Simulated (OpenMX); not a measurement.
**ZrN: 7 runs along one coordinate**

System: ZrN (Fm-3m, 2 atoms in the cell).
Method: Kohn-Sham DFT of a periodic cell, PBE, OpenMX 2013 PBE set, no spin polarisation (OpenMX 3.8.5).

The 7 runs differ only in the geometry, by an even scaling of the cell at fixed fractional positions. The structure derives from an entry of the Crystallography Open Database.

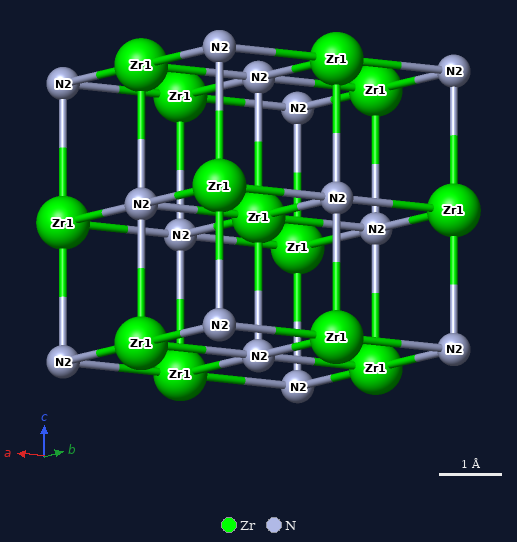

Figure 1. The structure of run 4 (ball-and-stick view of the cell 4 times as large as that of the calculation, set on its symmetry axes, seen at an oblique angle; atoms are numbered from 1 in the order of the input).

## Input of run 4
```
System.CurrrentDirectory             ./
System.Name                          ZrN
DATA.PATH                            ./DFT_DATA13
level.of.stdout                      1
level.of.fileout                     0
Species.Number                       2
<Definition.of.Atomic.Species
  Zr  Zr7.0-s3p2d2           Zr_PBE13
  N   N6.0-s2p2d1            N_PBE13
Definition.of.Atomic.Species>

Atoms.Number                         2
Atoms.SpeciesAndCoordinates.Unit     FRAC
<Atoms.SpeciesAndCoordinates
    1  Zr    0.5000000000    0.5000000000    0.5000000000   6.000  6.000
    2  N     0.0000000000    0.0000000000    0.0000000000   2.500  2.500
Atoms.SpeciesAndCoordinates>

Atoms.UnitVectors.Unit               Ang
<Atoms.UnitVectors
     0.0000000000    2.3000000000    2.3000000000
     2.3000000000    0.0000000000    2.3000000000
     2.3000000000    2.3000000000    0.0000000000
Atoms.UnitVectors>

scf.XcType                           GGA-PBE
scf.SpinPolarization                 off
scf.ElectronicTemperature            580.226
scf.energycutoff                     350.0
scf.maxIter                          100
scf.EigenvalueSolver                 band
scf.Kgrid                            11 11 11
scf.Mixing.Type                      rmm-diisk
scf.Init.Mixing.Weight               0.05
scf.Min.Mixing.Weight                0.001
scf.Max.Mixing.Weight                0.3
scf.Mixing.History                   25
scf.Mixing.StartPulay                8
scf.criterion                        1.0e-8
scf.stress.tensor                    on
MD.Type                              nomd
```

Command:
```bash
openmx ZrN.dat -nt 1 > ZrN.std
```

Run 5 has the same physical settings and fractional positions; its lattice vectors (Å) are:
```
   0.000000    2.315232    2.315232
   2.315232    0.000000    2.315232
   2.315232    2.315232    0.000000
```

## Results, with one run withheld

| run | volume per atom (Å³) | free energy per atom, from the lowest run given (meV) |
| --- | --- | --- |
| 1 | 11.437 | 52.53 |
| 2 | 11.680 | 25.94 |
| 3 | 11.924 | 8.72 |
| 4 | 12.167 | 0.00 |
| 5 | 12.410 | ? |
| 6 | 12.654 | 5.36 |
| 7 | 12.897 | 17.76 |

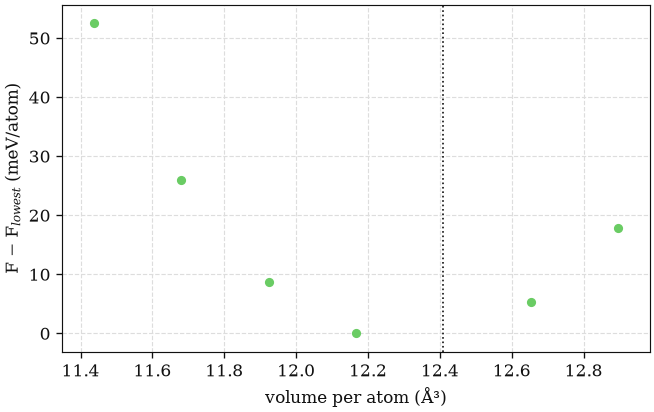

Figure 2. Free energy per atom of the runs given; the dotted line marks run 5.

Fit the runs given and predict run 5.

A cubic polynomial in V^(−2/3) (the Birch–Murnaghan form), fitted to the 6 runs given, misses them by at most 0.07 meV per atom. With x = V^(−2/3) − 0.18965 Å⁻², it reads F = 1.4205 + 2573.1 x + 5.9695e+05 x² − 5903 x³ (meV per atom). At run 5 it gives −0.83 meV per atom, and the run itself gives −0.86. The fit has its minimum at 12.317 Å³ per atom, where V d²F/dV² gives 243 GPa: the bulk modulus at this level, since symmetry fixes the shape and the positions.

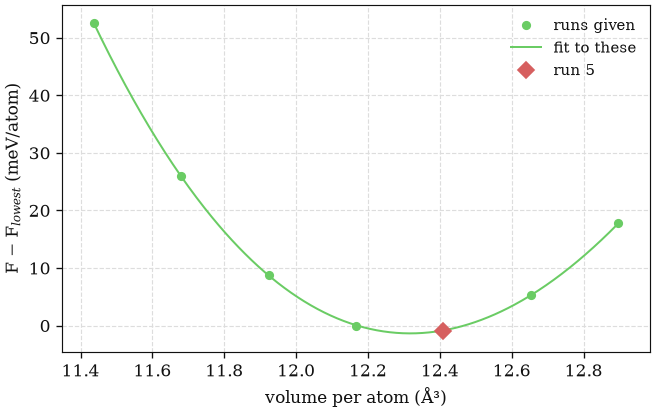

Figure 3. The fit and the withheld run.

## Some lines of the output (run 5)
```
[...]
  Cell_Volume =    167.498214849938 (Bohr^3)
        Total energy (Hartree) at MD = 1
   kloop=0
   kloop=1
   kloop=665
```

Notes: The cell holds an odd number of electrons but the run has no spin polarisation, so it comes out as a metal. With a small basis of atomic orbitals these values can differ much from converged plane-wave results.
